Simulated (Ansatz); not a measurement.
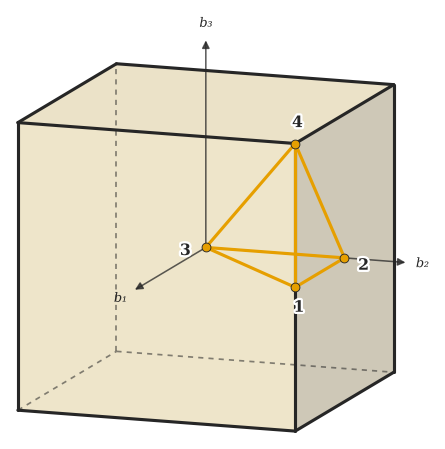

For C, the end point of a relaxation with DFT, PBEsol, plane waves (420 eV) with PAW, scalar-relativistic (Ansatz); the starting structure was generated, so it need not be a known form of this composition: the first Brillouin zone of a simple cubic lattice (cP; extended symbol cP2) is drawn with its special points numbered. Geometry calculated from the standardised cell; symmetry tolerance 0.002 Å.

a = 3.818 Å, b = 3.818 Å, c = 3.818 Å, α = 90.00°, β = 90.00°, γ = 90.00°.

Labels and path follow the convention of Hinuma et al. (2017), as computed by seekpath; the arrows show the directions of the reciprocal primitive vectors b₁, b₂, b₃, in which coordinates are given.

Give the label and coordinates of each numbered point.

```csv
no.,label,coordinates
1,M,"(1/2, 1/2, 0)"
2,X,"(0, 1/2, 0)"
3,Γ,"(0, 0, 0)"
4,R,"(1/2, 1/2, 1/2)"
```
